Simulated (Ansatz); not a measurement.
Input file:

```
crystal:
  lattice:
    - [3.1595457497, 0.0, 0.0]
    - [-1.5797728749, 2.7362468836, 0.0]
    - [0.0, 0.0, 23.8042575719]
  atoms:
    - { symbol: S, position: [0.3333333333, 0.6666666667, 0.1890418126] }
    - { symbol: W, position: [0.6666666667, 0.3333333333, 0.2552511581] }
    - { symbol: S, position: [0.3333333333, 0.6666666667, 0.3214605103] }
    - { symbol: S, position: [0.3333333333, 1.0, 0.4659724737] }
    - { symbol: W, position: [0.6666666667, 0.6666666667, 0.5321818192] }
    - { symbol: S, position: [0.3333333333, 1.0, 0.5983911714] }
basis:
  ecutwfc: 420
kpoints:
  mp_grid: { grid: [9, 9, 1] }
hamiltonian:
  xc: pbe
  pseudopotentials: { kind: paw, azcp: { folder: soft_1 } }
  dispersion: d3bj
scf:
  occupations: { method: gaussian, width: 0.05 }
output:
  forces: true
  eigenvalues: true
  write_density: true
  write_potential: true
  elf: true
  volumetric_format: npy
efield:
  axis: 3
  dipole_correction: true
  ramp_width: 0.04
```

Launched as:

```sh
ansatz run input.yaml --threads 1 --pin off --max-ram 3072MiB --backend cpu --events-out ev --progress --plain --runs-dir out
```

PAW files of the earlier set (soft_1).

All numbers below come from DFT PBE+D3(BJ), scalar-relativistic, plane waves, PAW in Ansatz.

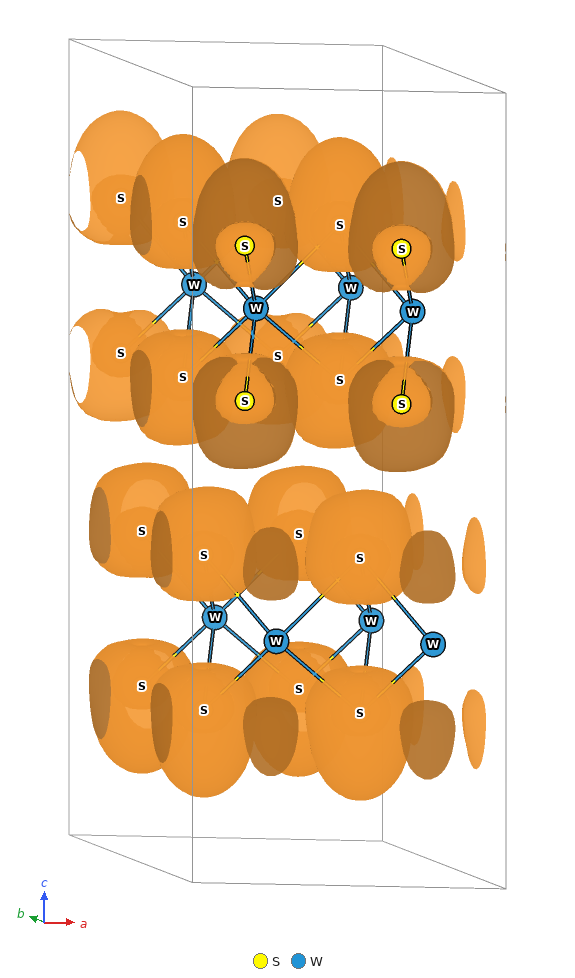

WS$_{2}$ (slab). Isosurface of the ELF at 0.7 (orange), seen slightly off an axis. Only the valence region is drawn (cores and ρ < 0.01 e/Å³ removed). Sticks mark near contacts.

In a PAW calculation such maps are meaningful between the atoms, not at the nuclei.

**Describe the localisation domains.**

At this value the surface marks out four regions wrapped around S (the valence shell of each), counted in one cell of 6 atoms. Counts are for one cell; the picture repeats the cell along the surface. Along the contacts the grid gives the following. W–S (2.41 Å): the ELF peaks at about 0.85 in the valence shell of S, 0.8 Å from its nucleus, and is about 0.50 at the midpoint.
